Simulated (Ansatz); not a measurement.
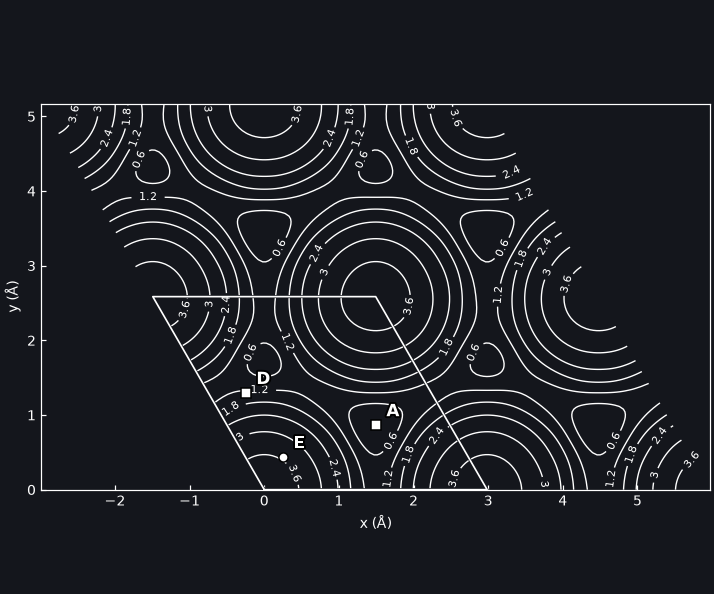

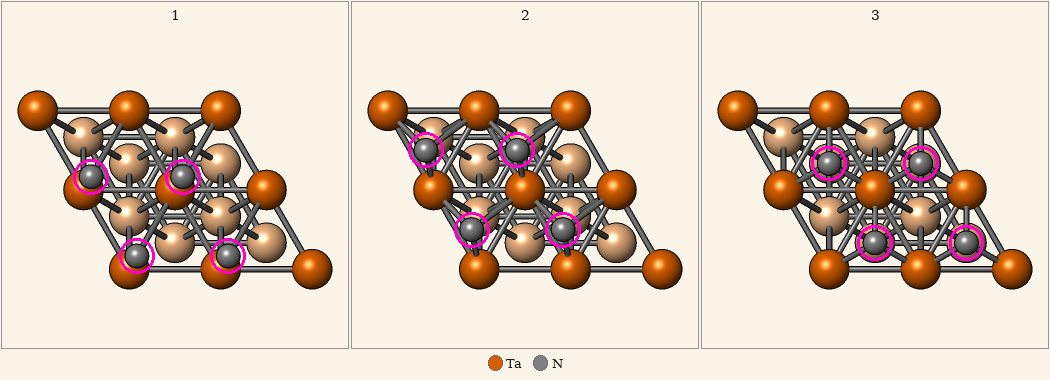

N on a Ta(111) slab cut from the Fm-3m phase, its upper half relaxed before the scan (3 atoms of substrate and one adsorbate in a 1 × 1 cell). 
- N is moved over the surface cell; relaxed at each place: the height of the adsorbate's atoms; substrate rigid; the origin of the map has the adsorbate above Ta3.
- Places are given modulo a cell vector. The map is drawn in real space over the plane of the surface.
- The grid has 6 × 6 points; 10 points were computed and 26 follow by symmetry.
- Energies are in eV, from the lowest grid point.
- With one adsorbate in each 1 × 1 cell, its nearest image is 3.0 Å away, so neighbouring adsorbates interact.
- The calculation used DFT PBE, scalar-relativistic, plane waves, PAW (Ansatz). Settings: cutoff 420 eV, k-mesh 9×9×1, gaussian smearing 0.1 eV, no spin polarisation.

Drawn: contour lines labelled in eV, the outline of one cell of the 2 × 2 shown, lettered points. Between grid points the surface is interpolated. The numbered pictures are the structures at these points, in random order. Rings mark the moved atoms.

Question: Which structure belongs to which point?

Answer: A is structure 3: a threefold hollow over a third-layer Ta atom, (4/6, 2/6) of the cell vectors, 0.00 eV; D is structure 2: (1/6, 3/6) of the cell vectors [nearest 1 Ta at 1.78 Å], 1.31 eV; E is structure 1: (1/6, 1/6) of the cell vectors [nearest 1 Ta at 1.75 Å], 3.54 eV.

PAW datasets: the set soft_1.
